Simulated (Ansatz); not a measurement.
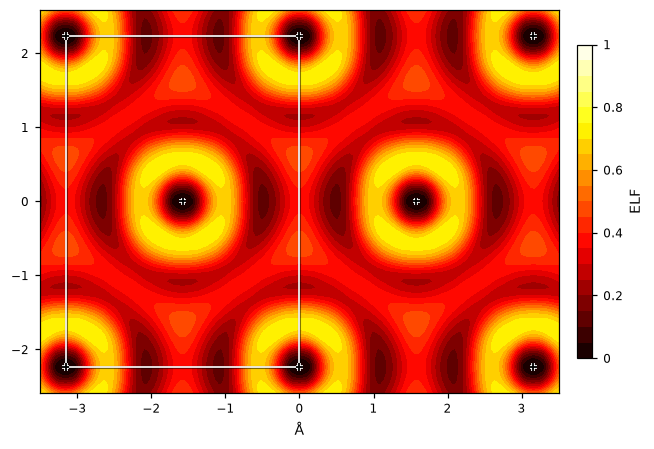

The ELF on a plane through atoms (crosses mark nuclei in the plane).

Theory: DFT PBE+D3(BJ), scalar-relativistic, plane waves, PAW in Ansatz 0.2.0.

Candidates:
A. MoS2 (slab), a = 3.14 Å, b = 3.14 Å, c = 45.47 Å, α = 90.00°, β = 90.00°, γ = 120.00°. Computed without spin polarisation.
B. W, a = 3.16 Å, b = 3.16 Å, c = 3.16 Å, α = 90.00°, β = 90.00°, γ = 90.00°. Space group Im-3m.

Which system is this?

Answer. Candidate B: W on the (101) plane of the conventional cell, which holds W. W–W (2.74 Å): the ELF is about 0.40 at the midpoint.
